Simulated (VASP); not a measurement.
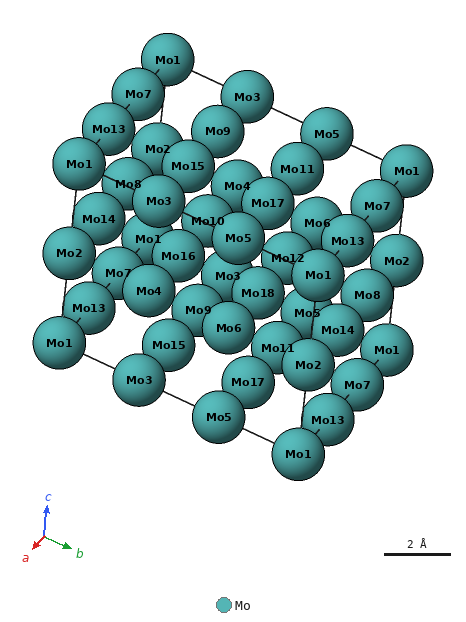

Fig. 1: The input geometry (spheres-only view of the cell of the calculation, seen at an oblique angle; atoms are numbered from 1 in the order of the input). An atom can appear more than once, as a periodic image.

Single-point calculation of Mo

- system: Mo (18 atoms in the cell)
- method: Kohn-Sham DFT of a periodic cell, PBE, VASP PAW PBE potentials, recommended (VASP 6.6.1)

The structure derives from a Materials Project entry. The run did not end well. It belongs to a series of runs on one base structure; here: grid = ENCUT=400 dk=0.27 cell=3x3x2 ISMEAR=1 SIGMA=0.1 LREAL=Auto EDIFF=1e-06.

### INCAR
```
SYSTEM = Mo
PREC     = Accurate       ! precision mode
ENCUT    = 400            ! plane-wave cutoff, eV
EDIFF    = 1E-6           ! SCF threshold, eV
ISMEAR   = 1              ! smearing method
SIGMA    = 0.1            ! smearing width, eV
LREAL    = Auto         
LASPH    = .TRUE.         ! aspherical terms in the spheres
NELM     = 120            ! most SCF steps
ALGO     = Fast           ! electronic algorithm
ISIF     = 2              ! what is computed and relaxed
LWAVE    = .FALSE.        ! write WAVECAR
LCHARG   = .FALSE.        ! write CHGCAR
GGA      = PE             ! functional
NBANDS   = 144            ! bands
```

### KPOINTS
```
regular mesh
0
G
  4 4 6
  0 0 0
```

### POSCAR
```
Mo
1.0
   -4.7514269157      4.7514269157      4.7514269157
    4.7514269157     -4.7514269157      4.7514269157
    3.1676179438      3.1676179438     -3.1676179438
Mo
18
Direct
    0.0000000000      0.0000000000      0.0000000000
    0.0000000000      0.0000000000      0.5000000000
    0.0000000000      0.3333333333      0.0000000000
    0.0000000000      0.3333333333      0.5000000000
    0.0000000000      0.6666666667      0.0000000000
    0.0000000000      0.6666666667      0.5000000000
    0.3333333333      0.0000000000      0.0000000000
    0.3333333333      0.0000000000      0.5000000000
    0.3333333333      0.3333333333      0.0000000000
    0.3333333333      0.3333333333      0.5000000000
    0.3333333333      0.6666666667      0.0000000000
    0.3333333333      0.6666666667      0.5000000000
    0.6666666667      0.0000000000      0.0000000000
    0.6666666667      0.0000000000      0.5000000000
    0.6666666667      0.3333333333      0.0000000000
    0.6666666667      0.3333333333      0.5000000000
    0.6666666667      0.6666666667      0.0000000000
    0.6666666667      0.6666666667      0.5000000000
```

Command:
```bash
cat potpaw_PBE.64/Mo_sv/POTCAR > POTCAR
mpirun -np 1 vasp_std > vasp.out
```

### OSZICAR
```
N       E                     dE             d eps       ncg     rms          rms(c)
DAV:   1     0.295788446700E+04    0.29579E+04   -0.13739E+05  9952   0.153E+03
DAV:   2    -0.567285990490E+02   -0.30146E+04   -0.29444E+04 10336   0.538E+02
DAV:   3    -0.203445724567E+03   -0.14672E+03   -0.14168E+03 13160   0.100E+02
DAV:   4    -0.208793315947E+03   -0.53476E+01   -0.51998E+01 11920   0.139E+01
DAV:   5    -0.208959908687E+03   -0.16659E+00   -0.16429E+00 12112   0.229E+00    0.600E+01
RMM:   6    -0.198403230837E+03    0.10557E+02   -0.21773E+01  9836   0.152E+01    0.181E+01
RMM:   7    -0.197026328303E+03    0.13769E+01   -0.11667E+01 10452   0.880E+00    0.547E+00
RMM:   8    -0.197062000521E+03   -0.35672E-01   -0.11406E+00 11572   0.278E+00    0.194E+00
RMM:   9    -0.197066721888E+03   -0.47214E-02   -0.34807E-01 11939   0.117E+00    0.158E-01
RMM:  10    -0.197073237686E+03   -0.65158E-02   -0.68413E-02 13346   0.432E-01    0.237E-01
RMM:  11    -0.197073336611E+03   -0.98925E-04   -0.88024E-03 12361   0.186E-01    0.674E-02
```

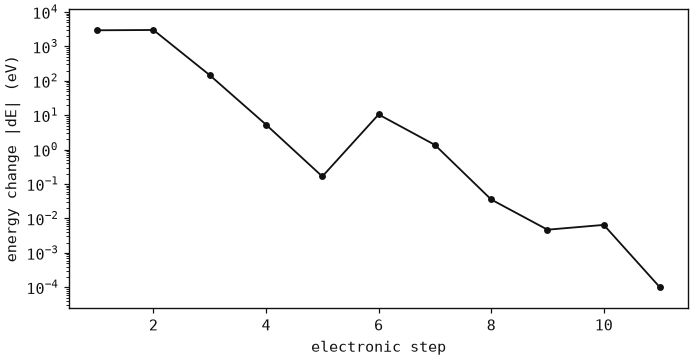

Fig. 2: Convergence of the self-consistent field: energy change |dE| against the electronic step. It takes 11 electronic steps. The density is held fixed in the first few steps, and dE rises again when its update begins.

### Parts of OUTCAR
```
SYSTEM = Mo
   PREC = Accurate
   ENCUT = 400
   EDIFF = 1E-6
   ISMEAR = 1
   LREAL = Auto
   LASPH = .TRUE.
   NELM = 120
   ISIF = 2
   GGA = PE

 Found     34 irreducible k-points:

 Following reciprocal coordinates:
            Coordinates               Weight
  0.000000  0.000000  0.000000      1.000000
  0.250000  0.000000  0.000000      4.000000
  0.500000  0.000000  0.000000      2.000000
  0.250000  0.250000  0.000000      2.000000
  0.500000  0.250000  0.000000      4.000000
 -0.250000  0.250000  0.000000      2.000000
   k-points           NKPTS =     34   k-points in BZ     NKDIM =     34   number of bands    NBANDS=    144
   number of dos      NEDOS =    301   number of ions     NIONS =     18
   total plane-waves  NPLWV = 104976
   dimension x,y,z NGX =    54 NGY =   54 NGZ =   36
   dimension x,y,z NGXF=   108 NGYF=  108 NGZF=   72
   ions per type =              18
   NGX,Y,Z   is equivalent  to a cutoff of  10.91, 10.91, 10.91 a.u.
   NGXF,Y,Z  is equivalent  to a cutoff of  21.82, 21.82, 21.82 a.u.
 SYSTEM =  Mo
   PREC   = accura    normal or accurate (medium, high low for compatibility)
   ISTART =      0    job   : 0-new  1-cont  2-samecut
   ICHARG =      2    charge: 1-file 2-atom 10-const
   ISPIN  =      1    spin polarized calculation?
   LNONCOLLINEAR =      F non collinear calculations
   LSORBIT =      F    spin-orbit coupling
   LASPH  =      T    aspherical Exc in radial PAW
   ENCUT  =  400.0 eV  29.40 Ry    5.42 a.u.  13.42 13.42  8.95*2*pi/ulx,y,z
   NELM   =    120;   NELMIN=  2; NELMDL= -5     # of ELM steps
   EDIFF  = 0.1E-05   stopping-criterion for ELM
   LREAL  =      T    real-space projection
   EDIFFG = 0.1E-04   stopping-criterion for IOM
   NSW    =      0    number of steps for IOM
   IBRION =     -1    ionic relax: 0-MD 1-quasi-New 2-CG
   NFREE  =      0    steps in history (QN), initial steepest desc. (CG)
   ISIF   =      2    stress and relaxation
   ISYM   =      2    0-nonsym 1-usesym 2-fastsym
   POTIM  = 0.5000    time-step for ionic-motion
   TEBEG  =    0.0;   TEEND  =   0.0 temperature during run
   PSTRESS=    0.0 pullay stress
   NELECT =     252.0000    total number of electrons
   NUPDOWN=      -1.0000    fix difference up-down
   EMIN   =  10.00;   EMAX   =-10.00  energy-range for DOS
   EFERMI =   0.00;   METHOD = LEGACY
   ISMEAR =     1;   SIGMA  =   0.10  broadening in eV -4-tet -1-fermi 0-gaus
   EFERMI_NEDOS =   21; number of points for ismear=-14 and -15
   IALGO  =     68    algorithm
   IMIX   =      4    mixing-type and parameters
     AMIX     =   0.40;   BMIX     =  1.00
     AMIX_MAG =   1.60;   BMIX_MAG =  1.00
  volume/ion in A,a.u.               =      15.89       107.24
  Fermi-wavevector in a.u.,A,eV,Ry     =   1.569380  2.965698 33.510508  2.462953
  Thomas-Fermi vector in A             =   2.671271
   LORBIT       =      0    0 simple, 1 ext, 2 COOP (PROOUT), +10 PAW based schemes
   GGA     = PE    functional components
   LHFCALC =     F    Hartree Fock is set to
   AEXX    =    0.0000 exact exchange contribution
   IVDW    =     0    specifies the selected vdW correction
   LEPSILON=     F    determine dielectric tensor
   LRPA    =     F    only Hartree local field effects (RPA)
 non-spin polarized calculation
 RMM-DIIS sequential band-by-band and
 Methfessel and Paxton  Order N= 1 SIGMA  =   0.10
  energy-cutoff  :      400.00
  volume of cell :      286.05
 maximum number of plane-waves:      5232
 NGX is ok and might be reduce to    54
   NGX = 27   NGY = 27   NGZ = 17

 number of electron     252.0000094 magnetization

 Free energy of the ion-electron system (eV)
  ---------------------------------------------------
  ext. energy  EPLUGINS =         0.00000000
  ---------------------------------------------------
  free energy    TOTEN  =      -197.07333661 eV

  energy without entropy =     -197.06482388  energy(sigma->0) =     -197.07049904

------------------------ aborting loop because hard stop was set ---------------------------------------
```

### Outcome

```csv
quantity,value
outcome,stopped at the time limit
space group (tolerance 0.01 Å),Im-3m (229)
hardware,"1 thread of Intel Xeon (Sapphire Rapids), 256 GiB of memory available, shared host"
wall time,26 min
```

Settings chosen away from the usual ones: grid = ENCUT=400 dk=0.27 cell=3x3x2 ISMEAR=1 SIGMA=0.1 LREAL=Auto EDIFF=1e-06. The run was cut off by its time limit, so the output is incomplete.
